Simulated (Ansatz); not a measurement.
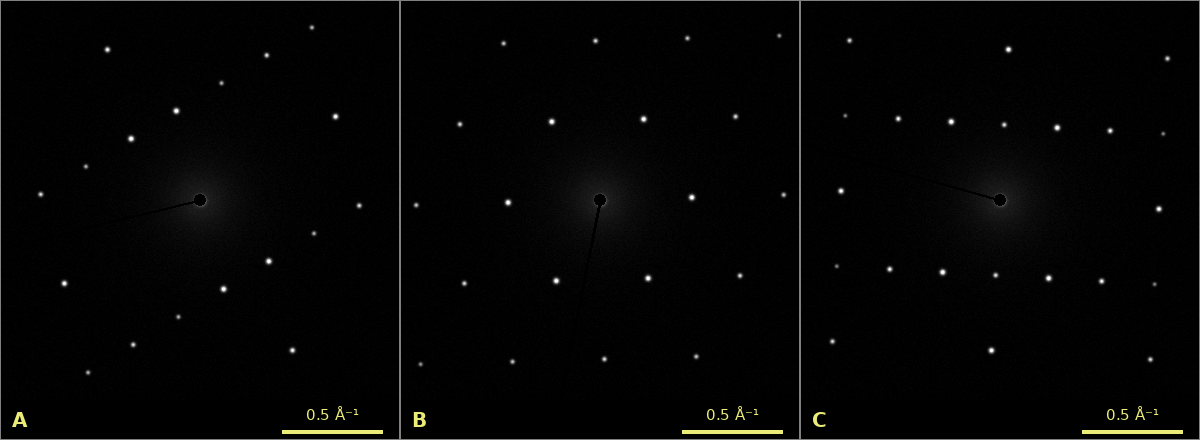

Computed electron diffraction patterns, 300 kV, single scattering only, B = 0.5 Å².

All three come from Zn, space group P6/mmm (No. 191), a = 4.352 Å, c = 2.654 Å (hexagonal axes). Structure: the geometry relaxed with Ansatz, DFT, PBEsol, plane waves (420 eV) with PAW, scalar-relativistic; the starting structure was generated, so it need not be a known form of this composition.

**Assign the zone axes [001], [100], [101] to A, B and C.**

A is [101]: centred rectangular net of 0 1 0 (itself too weak to see) at d = 3.77 Å and 1 0 -1 at d = 2.17 Å, at 73.3°. B is [001]: hexagonal net of 2 -1 0 at d = 2.18 Å and 1 1 0 at d = 2.18 Å, at 60.0°. C is [100]: rectangular net of 0 1 0 (itself too weak to see) at d = 3.77 Å and 0 0 1 at d = 2.65 Å, at 90.0°.
